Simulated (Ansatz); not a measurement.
**Single-point calculation of WSi6 (part 2 of 2)**

The same run, continued: WSi6 (slab, 7 atoms in the cell); DFT PBEsol, scalar-relativistic, plane waves, PAW, spin-polarised (Ansatz 0.2.0); cutoff 420 eV, 9×9×1 k-mesh, Gaussian smearing of 0.05 eV, collinear spins. The structure derives from a Materials Project entry. It belongs to a series of runs on one base structure; here: W lifted by +2.00 A from its best place.

Geometry of the input (Å; fractional positions):
```
3.8249  0.0000  0.0000
-1.9124  3.3125  0.0000
0.0000  0.0000  26.1211
Si 0.6667  0.3333  0.3254
Si 0.3333  0.6667  0.3559
Si 0.3333  0.6667  0.4465
Si 0.6667  0.3333  0.4756
Si 0.6667  0.3333  0.5673
Si 0.3333  0.6667  0.5929
W  1.0000  1.0000  0.6952
```

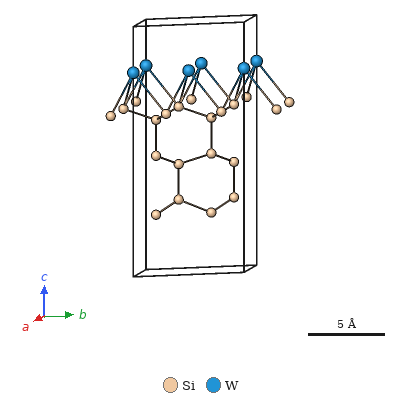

**Figure 1.** The input geometry (ball-and-stick view of the 1 × 2 repeat of the cell, with the vacuum cut short, seen slightly off an axis; bonded neighbours outside the cell are drawn too). An atom can appear more than once, as a periodic image.

What the program printed, continued
```
SCF iter   1: F=—  HF=-13977.889787 eV  |F-HF|=—  |Δ(HF+E_count)|=         —  Δρ=1.87e-2 (↑1.87e-2 ↓1.42e-2)  dr2=3.24e1  dr2_m=1.16e-1  M=3.801 μB ∫|m|=3.857 μB  β_m=1.00  ethr=3.10e-3  p=-0.000 e·Å  D=-5.78e-7 V/Å  ΔV_dip=0.00 eV  dr2_dipole=1.79e1  V_vac-E_F(+/−)=5.94/5.94 eV  ⟨swp⟩=10.2  Hψ=4272  notcnv=0
Mixer restart at iter 1: flushing history
efield: sawtooth ramp at fractional position 0.9903 (placed from the atoms, in the widest stretch of the axis that holds none; the zero of the levels goes with the place), width 0.0400; the density the first Hamiltonian is built on has a dipole p = -0.000 e·Å; the dipole correction subtracts the counter field D = -5.78e-7 V/Å, which shifts the + side's vacuum level by +0.00 eV against the − side's; the planar-averaged density in the ramp window peaks in size at 1.3e-6 e/Å³
preconditioner: auto → LDOS  [metal: Δε(μ)=0.024 eV  Ē_g=6.648 eV  σ=0.050 eV  W_gap=0.25  n_scr=20 (ndim 8)  ℏωp=11.2 eV  f_vac=0.461  D(μ)=4.73/eV (n_scr^D=12)]
spin=Collinear: LDOS preconditioning applied to the charge; magnetization (m = ρ↑ − ρ↓) channel mixes plain (no charge-response kernel on spin).
SCF iter   2: F=—  HF=-13977.041570 eV  |F-HF|=—  |Δ(HF+E_count)|=   8.48e-1  Δρ=1.01e-2 (↑1.01e-2 ↓1.00e-2)  dr2=7.42e0  dr2_m=7.85e-3  M=3.718 μB ∫|m|=3.834 μB  β_m=0.47  ethr=3.10e-3  p=0.026 e·Å  D=1.44e-2 V/Å  ΔV_dip=-0.38 eV  dr2_dipole=2.71e0  V_vac-E_F(+/−)=5.48/5.86 eV  ⟨swp⟩=1.6  Hψ=941  notcnv=0  defer=49
density mixer auto → msr1: a metal under ldos (density of states about μ 1.20 of a free-electron gas's, 20 screened modes)
SCF iter   3: F=—  HF=-13976.608986 eV  |F-HF|=—  |Δ(HF+E_count)|=   4.33e-1  Δρ=5.59e-3 (↑4.66e-3 ↓5.59e-3)  dr2=2.04e0  dr2_m=4.42e-2  M=3.834 μB ∫|m|=4.010 μB  β_m=0.74  ethr=3.10e-3  p=0.052 e·Å  D=2.86e-2 V/Å  ΔV_dip=-0.75 eV  dr2_dipole=8.95e-1  V_vac-E_F(+/−)=4.72/5.47 eV  ⟨swp⟩=3.0  Hψ=1135  notcnv=0  defer=72
SCF iter   4: F=—  HF=-13976.604797 eV  |F-HF|=—  |Δ(HF+E_count)|=   4.19e-3  Δρ=2.32e-3 (↑1.97e-3 ↓2.32e-3)  dr2=1.87e-1  dr2_m=5.73e-3  M=4.137 μB ∫|m|=4.331 μB  β_m=0.71  ethr=3.10e-3  p=0.040 e·Å  D=2.18e-2 V/Å  ΔV_dip=-0.57 eV  dr2_dipole=3.38e-2  V_vac-E_F(+/−)=4.67/5.24 eV  ⟨swp⟩=1.7  Hψ=963  notcnv=0  defer=55
SCF iter   5: F=—  HF=-13976.612664 eV  |F-HF|=—  |Δ(HF+E_count)|=         —  Δρ=1.43e-3 (↑1.35e-3 ↓1.43e-3)  dr2=4.41e-2  dr2_m=4.38e-3  M=4.395 μB ∫|m|=4.602 μB  β_m=0.71  ethr=4.93e-4  p=0.031 e·Å  D=1.72e-2 V/Å  ΔV_dip=-0.45 eV  dr2_dipole=3.96e-4  V_vac-E_F(+/−)=4.62/5.07 eV  ⟨swp⟩=2.3  Hψ=868  notcnv=0  defer=58
SCF iter   6: F=—  HF=-13976.620915 eV  |F-HF|=—  |Δ(HF+E_count)|=   8.25e-3  Δρ=8.68e-4 (↑8.68e-4 ↓7.62e-4)  dr2=2.77e-2  dr2_m=1.56e-3  M=4.459 μB ∫|m|=4.676 μB  β_m=0.84  ethr=1.16e-4  p=0.027 e·Å  D=1.46e-2 V/Å  ΔV_dip=-0.38 eV  dr2_dipole=3.82e-3  V_vac-E_F(+/−)=4.62/5.00 eV  ⟨swp⟩=2.5  Hψ=900  notcnv=0  defer=58
SCF iter   7: F=—  HF=-13976.625100 eV  |F-HF|=—  |Δ(HF+E_count)|=   4.19e-3  Δρ=3.16e-4 (↑3.16e-4 ↓2.08e-4)  dr2=7.43e-3  dr2_m=7.74e-5  M=4.517 μB ∫|m|=4.745 μB  β_m=0.83  ethr=7.29e-5  p=0.022 e·Å  D=1.22e-2 V/Å  ΔV_dip=-0.32 eV  dr2_dipole=1.27e-3  V_vac-E_F(+/−)=4.60/4.91 eV  ⟨swp⟩=2.5  Hψ=1004  notcnv=0  defer=58
SCF iter   8: F=—  HF=-13976.625005 eV  |F-HF|=—  |Δ(HF+E_count)|=   9.52e-5  Δρ=1.76e-4 (↑1.76e-4 ↓1.09e-4)  dr2=1.99e-3  dr2_m=2.16e-5  M=4.524 μB ∫|m|=4.755 μB  β_m=0.83  ethr=1.95e-5  p=0.021 e·Å  D=1.13e-2 V/Å  ΔV_dip=-0.29 eV  dr2_dipole=5.96e-4  V_vac-E_F(+/−)=4.59/4.88 eV  ⟨swp⟩=2.0  Hψ=885  notcnv=0  defer=58
SCF iter   9: F=—  HF=-13976.625001 eV  |F-HF|=—  |Δ(HF+E_count)|=   4.24e-6  Δρ=5.24e-5 (↑5.08e-5 ↓5.24e-5)  dr2=2.93e-4  dr2_m=4.41e-6  M=4.526 μB ∫|m|=4.756 μB  β_m=0.82  ethr=5.23e-6  p=0.020 e·Å  D=1.11e-2 V/Å  ΔV_dip=-0.29 eV  dr2_dipole=1.17e-4  V_vac-E_F(+/−)=4.58/4.87 eV  ⟨swp⟩=1.2  Hψ=678  notcnv=0  defer=58
SCF iter  10: F=—  HF=-13976.624999 eV  |F-HF|=—  |Δ(HF+E_count)|=   1.46e-6  Δρ=4.37e-5 (↑4.37e-5 ↓2.89e-5)  dr2=1.12e-5  dr2_m=3.55e-6  M=4.528 μB ∫|m|=4.757 μB  β_m=0.91  ethr=7.71e-7  p=0.020 e·Å  D=1.10e-2 V/Å  ΔV_dip=-0.29 eV  dr2_dipole=5.47e-6  V_vac-E_F(+/−)=4.58/4.87 eV  ⟨swp⟩=1.9  Hψ=798  notcnv=0  defer=58
SCF iter  11: F=—  HF=-13976.625001 eV  |F-HF|=—  |Δ(HF+E_count)|=   2.06e-6  Δρ=1.17e-5 (↑1.17e-5 ↓7.99e-6)  dr2=7.09e-6  dr2_m=9.12e-8  M=4.529 μB ∫|m|=4.758 μB  β_m=0.83  ethr=2.94e-8  p=0.020 e·Å  D=1.10e-2 V/Å  ΔV_dip=-0.29 eV  dr2_dipole=2.41e-6  V_vac-E_F(+/−)=4.58/4.87 eV  ⟨swp⟩=2.2  Hψ=1112  notcnv=0  defer=58
SCF iter  12: F=—  HF=-13976.625001 eV  |F-HF|=—  |Δ(HF+E_count)|=   4.50e-8  Δρ=7.19e-6 (↑7.19e-6 ↓4.56e-6)  dr2=3.43e-7  dr2_m=9.05e-8  M=4.530 μB ∫|m|=4.759 μB  β_m=0.82  ethr=1.87e-8  p=0.020 e·Å  D=1.10e-2 V/Å  ΔV_dip=-0.29 eV  dr2_dipole=1.98e-8  V_vac-E_F(+/−)=4.58/4.87 eV  ⟨swp⟩=2.3  Hψ=968  notcnv=0  defer=58
SCF iter  13: F=—  HF=-13976.625002 eV  |F-HF|=—  |Δ(HF+E_count)|=   1.01e-7  Δρ=2.54e-6 (↑2.54e-6 ↓1.68e-6)  dr2=1.87e-8  dr2_m=1.22e-8  M=4.530 μB ∫|m|=4.759 μB  β_m=0.88  ethr=9.04e-10  p=0.020 e·Å  D=1.10e-2 V/Å  ΔV_dip=-0.29 eV  dr2_dipole=1.88e-9  V_vac-E_F(+/−)=4.58/4.87 eV  ⟨swp⟩=2.5  Hψ=1022  notcnv=0  defer=58
SCF iter  14: F=-13976.625002 eV  HF=-13976.625002 eV  |F-HF|=1.18e-7  |Δ(HF+E_count)|=   3.09e-8  Δρ=1.89e-6 (↑1.89e-6 ↓6.28e-7)  dr2=8.87e-8  dr2_m=3.45e-9  M=4.530 μB ∫|m|=4.759 μB  ethr=4.92e-11  p=0.020 e·Å  D=1.10e-2 V/Å  ΔV_dip=-0.29 eV  dr2_dipole=3.67e-8  V_vac-E_F(+/−)=4.58/4.87 eV  ⟨swp⟩=18.9  Hψ=5603  notcnv=0
SCF 1 converged in 14 iterations: F = -13976.625002 eV  dr2 = 8.87e-8
  greatest PAW one-centre occupation: 1.000 electrons in one spin orbital (limit 2), on the W atom at site 6 (counted from 0), in its partial waves of l = 0
WARN: The output density's exchange-correlation potential varies sharply where the density is thin. Do not read a vacuum level from v_tot or v_xc, or from such a field of the output density. On a cell that repeats whose density bears no net charge and no dipole along the vacuum's axis use v_es (v_loc + v_h of the components); under efield.dipole_correction with no amplitude use v_es + v_field, which holds any external_charges[].barrier, or the levels of the report's work_function block, which leave it out; under a non-zero efield.amplitude the vacuum is tilted and has no level; on a cell that repeats and bears such a dipole with no correction it is tilted too, and efield.dipole_correction with no amplitude gives each side of its ramp a level where efield: is served; in a cell that repeats whose density bears a net charge (total_charge, or a fill off its count) it is curved and has none; of a slab under crystal.periodic whose density bears no net charge use v_es, which has a level on each side, short of where the two are joined; of another it falls or rises all the way out and has none; of a slab beside external_charges read slab_vacuum_level instead, which it has where they leave it neutral. The grid or the basis barely resolves most such structure, and the values can differ between equally converged runs; as a rule a tighter scf.convergence.dr2_threshold does not remove it. Where the density itself ripples (under the LDA too) a higher basis.ecutwfc lessens it. The files hold the spikes' plane waves up to the density's cutoff. Files: v_tot_of_output_density and the like, and their columns of v_z.tsv (output.write_potential); v_xc_of_output_density and the like, and their columns of v_comp_z.tsv (output.write_potential_components). Measured: with its Gaussian average of σ = 0.25 Å subtracted twice, the exchange-correlation potential is over 0.1 eV at 156 of the grid points where the equally averaged density (valence and model cores) is under 1e-3 e/Å³, and 0.326 eV at the most among them, at an averaged density of 6.4e-9 e/Å³. The input density's (outcome.potential() and, of a run that writes arrays, v_tot and v_xc) is over 0.1 eV, so measured, at 60 points of its own thin density, 0.372 eV at the most. See output.write_potential in the manual, Limitations
SCF converged after 14 iterations
Magnetization: 4.5301 μB (21.2651 up, 16.7349 down)
Absolute magnetization: 4.7616 μB (∫|ρ↑−ρ↓|, with the PAW one-centre terms)
Spin contamination: 0.0963 ħ² per cell (⟨S²⟩ above its minimum at these occupations)
Per-site moments (μB) at R_I (Å): [(0.1933144100403093, 0.9684117030006766), (0.029812296891174265, 0.9684117030006766), (0.04038030078019398, 0.9636467156920722), (0.015841166546673807, 0.9636467156920722), (0.02742804194968946, 0.9519986776602718), (-0.043648347485259684, 0.9519986776602718), (3.1589374761098017, 1.4300423725454257)]
Free energy (F): -13976.625002 eV
Harris-Foulkes:  -13976.625002 eV  (|F-HF|=1.18e-7)
Internal energy: -13976.619024 eV  (E = F + TS)
E sigma→0 (E₀):  -13976.622013 eV
Entropy (-TS):   -0.005978 eV (-0.854 meV/atom)
Fermi energy:    0.610971 eV
Dipole field:    D = 0.010816 V/Å  (p = 0.019782 e·Å, saw-weighted, corrected)
Work function:   Φ+ = 4.5818 eV   Φ− = 4.8643 eV
Levels:          The Fermi level and band energies are counted from a zero that moves with the ramp; work functions are not
--- Per-component energies (eV) ---
  E_band       = -480.114007
  E_kinetic    = 678.420655
  E_local      = -13871.305534  (includes V_loc(G=0)·N_el)
  E_nonlocal   = 164.408829
  E_hartree    = 6599.220710
  E_xc         = -583.623836
  E_vxc        = -506.970071  (∫ρ·V_xc dr)
  E_paw        = -11430.228894  (= ΣΔE_a)
  E_vpaw       = -142.695106  (= ΣTr[D̂ρ^β])
  E_aug_tail   = -0.000032  (compensation charges beyond the density's cutoff)
  E_efield     = 0.000107  (sawtooth field / dipole correction)
  E_vefield    = -0.394061  (∫n·V_field dr)
  E_ewald      = 4466.077815
  E_core_change = 0.411156  (= ΣΔE_core)
  E_smearing   = -0.005978  (= −TS)
  E_closure    = 0.000000  (closes the sum)
  Σ components = -13976.625002   (vs F -13976.625002, Δ=0.00e0)
--- Forces (eV/Å), atoms counted from 1 ---
  atom   1  Si     0.00000000    -0.00000000     0.39049943
  atom   2  Si     0.00000000     0.00000000    -0.56995740
  atom   3  Si     0.00000000     0.00000000     0.00547351
  atom   4  Si    -0.00000000    -0.00000000     0.08083088
  atom   5  Si     0.00000000    -0.00000000    -0.27701020
  atom   6  Si     0.00000000     0.00000000     1.72895655
  atom   7  W     -0.00000000    -0.00000000    -1.35876013
  max |Σ_I F_I| component: 3.26e-5 eV/Å
--- Stress (GPa, compression-positive) ---
       -2.621756       0.000000      -0.000000
        0.000000      -2.621756       0.000000
       -0.000000       0.000000      -1.410870
  P = ⅓ Tr σ = -2.2181 GPa (-22.181 kbar)
--- Band table (eV; the first three rows and the last of 24) ---
  k-point 0 ↑: bands = ["-74.1019", "-38.4640", "-38.4640", "-38.4270", "-11.2364", "-10.4815", "-9.5095", "-5.5755", "-4.0958", "-2.7107", "-0.6868", "-0.6868", "-0.6206", "-0.2991", "-0.2991", "0.0177", "0.0177", "0.0499", "0.3362", "0.3362", "0.6038", "0.6038", "1.2129", "1.9902", "3.0525", "3.1207", "3.1207", "3.7970"]
  k-point 1 ↑: bands = ["-74.1018", "-38.4676", "-38.4650", "-38.4266", "-11.0912", "-10.3361", "-9.3623", "-5.4861", "-3.9534", "-2.6558", "-1.7146", "-1.1342", "-0.9519", "-0.6983", "-0.4268", "-0.3782", "-0.2587", "-0.0615", "-0.0593", "0.2652", "0.4441", "0.4925", "1.4016", "2.4237", "3.2514", "3.4100", "3.5964", "4.0677"]
  k-point 2 ↑: bands = ["-74.1016", "-38.4766", "-38.4673", "-38.4257", "-10.6627", "-9.9072", "-8.9271", "-5.3705", "-3.8006", "-3.3684", "-2.7249", "-2.3725", "-1.7799", "-1.4775", "-0.9118", "-0.5517", "-0.4329", "-0.2777", "-0.2170", "0.2381", "0.3754", "0.5166", "1.4067", "2.0505", "2.6772", "3.4969", "4.2391", "4.4985"]
  k-point 11 ↓: bands = ["-72.8449", "-36.8855", "-36.8855", "-36.5205", "-8.1400", "-7.9673", "-7.1678", "-6.6031", "-6.0496", "-5.9424", "-4.2883", "-3.6091", "-2.7816", "-2.0471", "-1.9544", "-0.5612", "0.8632", "1.2347", "1.5181", "1.6620", "1.8643", "2.6892", "2.9538", "3.2001", "4.2817", "4.3375", "4.8709", "5.7999"]
--- Löwdin populations: 7 sites ---
  site symbol       q [e]    m [muB]
     0     Si      3.9430     0.6196
     1     Si      3.9692     0.0119
     2     Si      3.9544     0.0895
     3     Si      3.9703     0.0291
     4     Si      3.9367     0.0618
     5     Si      4.0872    -0.1523
     6      W     13.7436     3.7885
  spilling = 0.010410 (of n_electrons = 38.000000)
```

File populations.tsv
```
# site	symbol	l	j	q_up	q_dn
# orbitals = lowdin
# n_electrons = 38.000000
# spilling = 0.010410
0	Si	0_3S	-	0.706327	0.630660
0	Si	1_3P	-	1.574953	1.031016
1	Si	0_3S	-	0.595314	0.596638
1	Si	1_3P	-	1.395245	1.382049
2	Si	0_3S	-	0.609699	0.593308
2	Si	1_3P	-	1.412261	1.339134
3	Si	0_3S	-	0.605339	0.604405
3	Si	1_3P	-	1.394389	1.366199
4	Si	0_3S	-	0.598577	0.580838
4	Si	1_3P	-	1.400674	1.356609
5	Si	0_3S	-	0.615410	0.631438
5	Si	1_3P	-	1.352043	1.488329
6	W	0_5S	-	0.998694	0.998426
6	W	0_6S	-	0.675925	0.476335
6	W	1_5P	-	2.999111	2.998517
6	W	2_5D	-	4.092320	0.504253
```

Results in brief

```json
{"quantity": "outcome", "value": "converged"}
{"quantity": "electrons treated", "value": "38"}
{"quantity": "free energy", "value": "−13976.6250 eV"}
{"quantity": "work function, top face", "value": "4.58 eV"}
{"quantity": "work function, bottom face", "value": "4.86 eV"}
{"quantity": "Fermi energy", "value": "0.611 eV"}
{"quantity": "gap on the k-point mesh", "value": "none (metallic)"}
{"quantity": "net moment of the cell", "value": "4.53 μB"}
{"quantity": "integrated absolute moment", "value": "4.76 μB"}
{"quantity": "work function (upper face)", "value": "4.58 eV"}
{"quantity": "largest force (length of the vector)", "value": "1.729 eV/Å"}
{"quantity": "hardware", "value": "1 thread of Arm Neoverse V2, 24 GiB of memory available, shared host"}
{"quantity": "wall time", "value": "36 s"}
{"quantity": "peak memory", "value": "0.59 GiB"}
```

Remarks

The program warns: the state was not tested for a lower one; the exchange-correlation potential is rough where the density is thin. Spin–orbit coupling is left out, which matters for W.
